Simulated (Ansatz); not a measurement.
**HgTe: 6 runs along one coordinate**

System: HgTe (2 atoms in the cell).
Method: Kohn-Sham DFT of a periodic cell, PBEsol with D3(BJ), Ansatz PAW, no spin polarisation (Ansatz 0.2.0).

The 6 runs differ only in the geometry, by an even scaling of the cell at fixed fractional positions. The structure derives from an entry of the Crystallography Open Database.

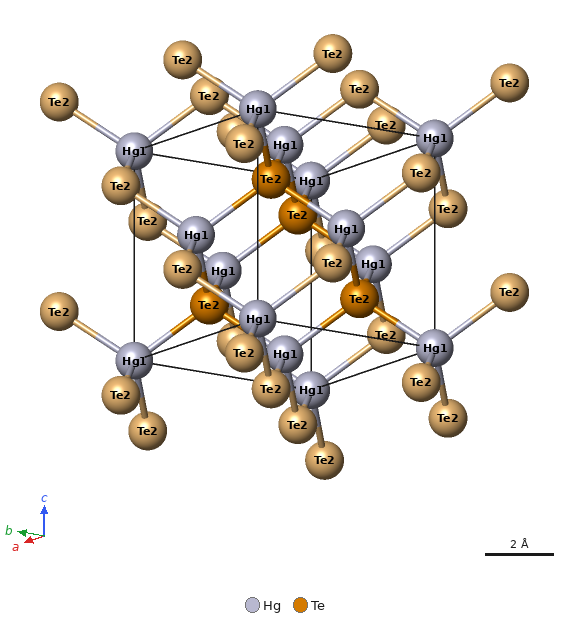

Figure 1. The structure of run 4 (ball-and-stick view of the cell 4 times as large as that of the calculation, set on its symmetry axes, seen at an oblique angle; neighbours outside the cell are drawn fainter; atoms are numbered from 1 in the order of the input).

### Input of run 4
```yaml
crystal:
  lattice:
    - [0.0, 3.2145, 3.2145]
    - [3.2145, 0.0, 3.2145]
    - [3.2145, 3.2145, 0.0]
  atoms:
    - { symbol: Hg, position: [0.0, 0.0, 0.0] }
    - { symbol: Te, position: [0.75, 0.75, 0.75] }
hamiltonian:
  xc: pbesol
  pseudopotentials: { kind: paw }
  dispersion: d3bj
kpoints:
  mp_grid: { grid: [7, 7, 7] }
scf:
  occupations: { method: fermi_dirac, width: 0.05 }
output:
  forces: true
  stress: true
  eigenvalues: true
```

Command:
```bash
ansatz run input.yaml --threads 2 --pin off --max-ram 5120MiB --backend cpu --events-out ev --progress --plain --runs-dir out
```

Lattice vectors (Å) and fractional positions of run 4:
```
   0.000000    3.214500    3.214500
   3.214500    0.000000    3.214500
   3.214500    3.214500    0.000000
Hg  0.000000  0.000000  0.000000
Te  0.750000  0.750000  0.750000
```

Run 3 differs from it as follows:
```diff
-    - [0.0, 3.2145, 3.2145]
-    - [3.2145, 0.0, 3.2145]
-    - [3.2145, 3.2145, 0.0]
+    - [0.0, 3.1929255244, 3.1929255244]
+    - [3.1929255244, 0.0, 3.1929255244]
+    - [3.1929255244, 3.1929255244, 0.0]
```

### Results, with one run withheld

```csv
run,volume per atom (Å³),"free energy per atom, from the lowest run given (meV)",pressure (GPa)
1,31.223,20.53,3.48
2,31.887,8.82,2.19
3,32.551,?,?
4,33.215,0.00,0.03
5,34.544,7.08,−1.67
6,35.208,15.48,−2.37
```

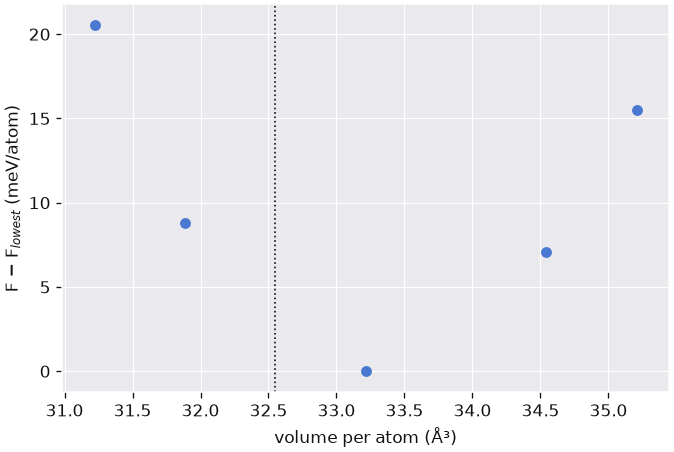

Figure 2. Free energy per atom of the runs given; the dotted line marks run 3.

Fit the runs given and predict run 3.

A cubic polynomial in V^(−2/3) (the Birch–Murnaghan form), fitted to the 5 runs given, misses them by under 0.01 meV per atom. With x = V^(−2/3) − 0.09689 Å⁻², it reads F = 0.021929 + 354.8 x + 1.19e+06 x² + 6.8109e+06 x³ (meV per atom). At run 3 it gives 2.17 meV per atom, and the run itself gives 2.16. The slope of the fit gives a pressure −dF/dV of 1.04 GPa there, and the run prints 1.04 GPa. The fit has its minimum at 33.234 Å³ per atom, where V d²F/dV² gives 47.6 GPa: the bulk modulus at this level, since symmetry fixes the shape and the positions.

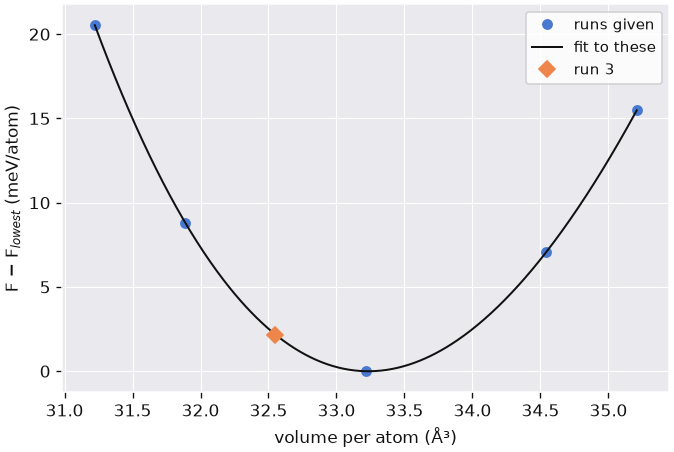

Figure 3. The fit and the withheld run.

### Output, shortened to warnings, some set-up lines, iterations and results (run 3)
```
Basis set: ecut = 420 eV, 1243 PW (Γ), exchange–correlation on 64×64×64 points (8 copies of the dense FFT grid, shifted against one another)
Symmetry: 24 space group operations
k-points: 20 of 343 (time reversal used)
Initial density: superposition of atomic densities (neutral atoms: chi_scale 0, normalization atom), corrected by the library's trained network
[...]
SCF iter   1: F=—  HF=-20570.515627 eV  |F-HF|=—  |Δ(HF+E_count)|=         —  Δρ=2.69e-3  dr2=7.11e-3  ethr=1.77e-3  ⟨swp⟩=6.0  Hψ=2086  notcnv=0
SCF iter   2: F=—  HF=-20570.513426 eV  |F-HF|=—  |Δ(HF+E_count)|=   2.20e-3  Δρ=8.33e-4  dr2=2.77e-4  ethr=1.97e-5  ⟨swp⟩=3.0  Hψ=974  notcnv=0
SCF iter   3: F=—  HF=-20570.513619 eV  |F-HF|=—  |Δ(HF+E_count)|=   1.93e-4  Δρ=3.80e-4  dr2=5.48e-5  ethr=7.69e-7  ⟨swp⟩=2.4  Hψ=552  notcnv=0
SCF iter   4: F=—  HF=-20570.513674 eV  |F-HF|=—  |Δ(HF+E_count)|=   5.53e-5  Δρ=1.31e-4  dr2=1.46e-5  ethr=1.52e-7  ⟨swp⟩=2.0  Hψ=621  notcnv=0
SCF iter   5: F=—  HF=-20570.513671 eV  |F-HF|=—  |Δ(HF+E_count)|=   3.55e-6  Δρ=2.02e-5  dr2=1.86e-7  ethr=4.06e-8  ⟨swp⟩=2.0  Hψ=601  notcnv=0
SCF iter   6: F=-20570.513671 eV  HF=-20570.513671 eV  |F-HF|=4.11e-9  |Δ(HF+E_count)|=   2.59e-7  Δρ=4.60e-6  dr2=1.19e-8  ethr=2.78e-10  ⟨swp⟩=6.6  Hψ=1946  notcnv=0
SCF 1 converged in 6 iterations: F = -20570.513671 eV  dr2 = 1.19e-8
SCF converged after 6 iterations
Free energy (F): -20570.513671 eV
Harris-Foulkes:  -20570.513671 eV  (|F-HF|=4.11e-9)
Internal energy: -20570.513007 eV  (E = F + TS)
E sigma→0 (E₀):  -20570.513339 eV
Entropy (-TS):   -0.000664 eV (-0.332 meV/atom)
Fermi energy:    9.231338 eV
--- Per-component energies (eV) ---
  E_band       = -760.172035
  E_kinetic    = 785.628726
  E_local      = -4729.123044  (includes V_loc(G=0)·N_el)
  E_nonlocal   = -231.785222
  E_hartree    = 2302.400081
  E_xc         = -342.674259
  E_vxc        = -366.377699  (∫ρ·V_xc dr)
  E_paw        = -14385.226765  (= ΣΔE_a)
  E_vpaw       = -823.324903  (= ΣTr[D̂ρ^β])
  E_aug_tail   = 0.000704  (compensation charges beyond the density's cutoff)
  E_ewald      = -3969.700700
  E_disp       = -0.735994  (pairwise vdW)
  E_core_change = 0.703466  (= ΣΔE_core)
  E_smearing   = -0.000664  (= −TS)
  E_closure    = -0.000000  (closes the sum)
  Σ components = -20570.513671   (vs F -20570.513671, Δ=0.00e0)
--- Forces (eV/Å), atoms counted from 1 ---
  atom   1  Hg    -0.00000000    -0.00000000    -0.00000000
  atom   2  Te     0.00000000    -0.00000000    -0.00000000
  max |Σ_I F_I| component: 9.95e-17 eV/Å
--- Stress (GPa, compression-positive) ---
        1.041130       0.000000      -0.000000
        0.000000       1.041130       0.000000
       -0.000000       0.000000       1.041130
  P = ⅓ Tr σ = 1.0411 GPa (10.411 kbar)
```

Notes: Spin–orbit coupling is left out, which matters for Hg.
